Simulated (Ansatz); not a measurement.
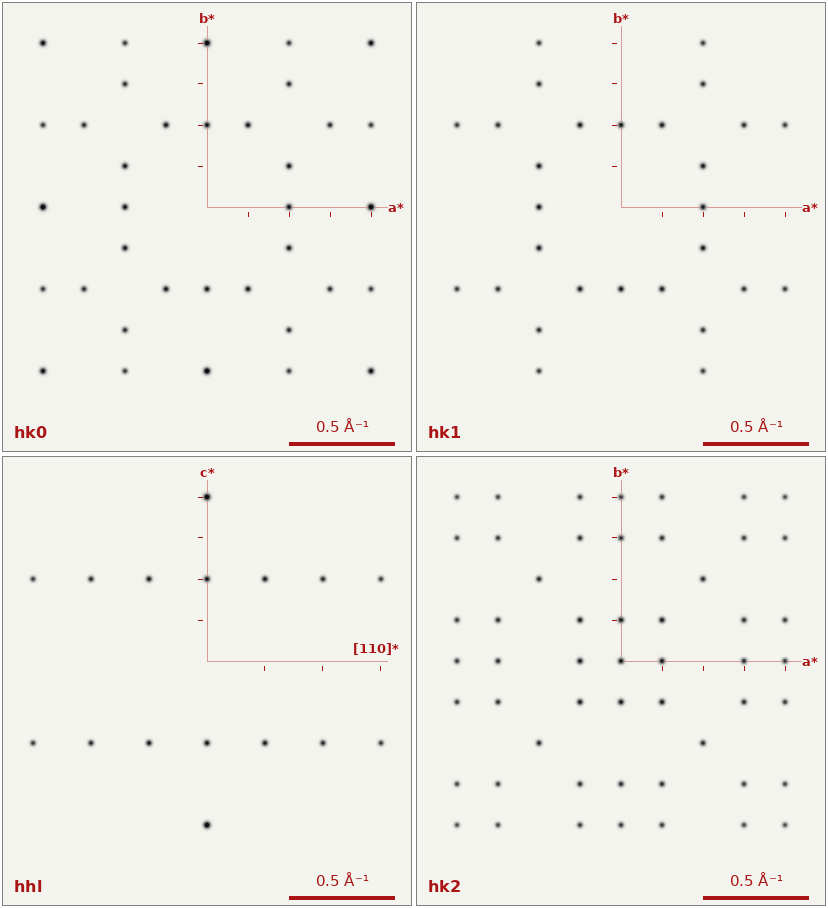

Four undistorted layers of reciprocal space, calculated for a single crystal (X-rays, kinematic |F|², B = 0.5 Å²). Tick marks count the reciprocal lattice steps of the conventional cell along each axis.

### Read the reciprocal cell and give the direct cell.

a* = 0.196, b* = 0.196, c* = 0.196 Å⁻¹; the cell is cubic with a = 5.10 Å.

### List the systematic absences.

Reflections are present only under these conditions. hkl: no condition; hk0: no condition; hhl: l = 2n; h00: h = 2n. The lattice is primitive (P). Further gaps, such as 0 4 1, 4 0 1, 1 4 0, come from atoms on special positions, not from the group's general conditions. A few very weak reflections are below the display threshold.

### Which space groups fit?

The intensities have Laue symmetry m-3m (the hk0 layer shows 4mm, hk1 shows 4mm). With these conditions the candidates are P-43n (No. 218), Pm-3n (No. 223). Diffraction geometry alone does not choose among them; the structure has Pm-3n. The compound is Pt. Structure: coordinates from a relaxation with DFT, RPBE, plane waves (420 eV) with PAW, scalar-relativistic in Ansatz; the starting structure was generated, so it need not be a known form of this composition.
